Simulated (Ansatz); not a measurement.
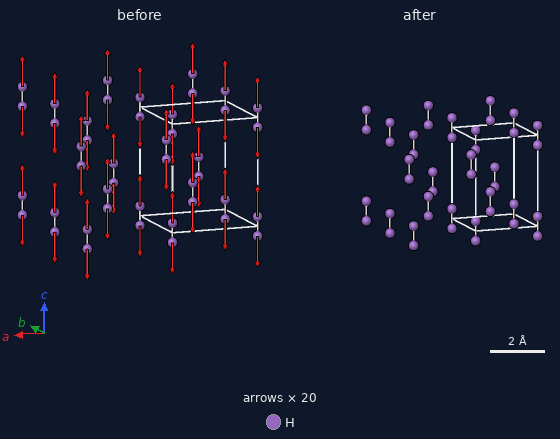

The structure of solid H (set up in I4/mmm) before (left) and after (right) a relaxation, at one scale. The red arrows give the displacements (the part carried along by the change of the cell is left out), magnified 20 times.

Style: ball-and-stick. Shown: the conventional cell (2 times the calculation's cell), repeated 2 × 2 × 1 with one cell outlined, from a free direction. Lengths and directions refer to the drawn axes.

The run lets cell and atoms move.

Theory: Kohn-Sham DFT of a periodic cell, PBE, Ansatz PAW in Ansatz 0.2.0.

Input file:
```yaml
crystal:
  lattice:
    - [-1.69153447, 1.69153447, 2.05847399]
    - [1.69153447, -1.69153447, 2.05847399]
    - [1.69153447, 1.69153447, -2.05847399]
  atoms:
    - { symbol: H, position: [0.09013771, 0.09013771, 0.0] }
    - { symbol: H, position: [0.90986229, 0.90986229, 0.0] }
hamiltonian:
  xc: pbe
  pseudopotentials: { kind: paw }
kpoints:
  mp_grid: { grid: [11, 11, 11] }
scf:
  occupations: { method: fermi_dirac, width: 0.05 }
output:
  forces: true
  stress: true
  eigenvalues: true
  write_density: true
  write_potential: true
  elf: true
  volumetric_format: npy
relax:
  f_tol: 0.01
  max_steps: 40
  cell: { stress_tol: 0.05, p_target: 10.0 }
```

Run as
```bash
ansatz run input.yaml --threads 2 --pin off --max-ram 5632MiB --backend cpu --events-out ev --progress --plain --runs-dir out
```

Question: What changed between the two?

Answer: The energy rises by 112 meV per atom in 11 accepted moves (13 points after the start). With the target pressure of 10 GPa, the enthalpy E + pV changes by −297 meV per atom. Largest force component: 0.28 eV/Å at the start, 0.00021 eV/Å at the end. Pressure: 0.86 GPa at the start and 9.98 GPa at the end. At 2 points the geometry stayed and the basis and grid were re-selected for the new cell (energy shift of 2.3 meV per atom at most each time). The largest moves relative to the cell, 0.061 Å, are those of H atoms. Cell: a = b 3.383 → 2.463 Å (−27.2 %), c 4.117 → 3.448 Å (−16.2 %). Volume −55.6 %. The space group stays I4/mmm (No. 139).
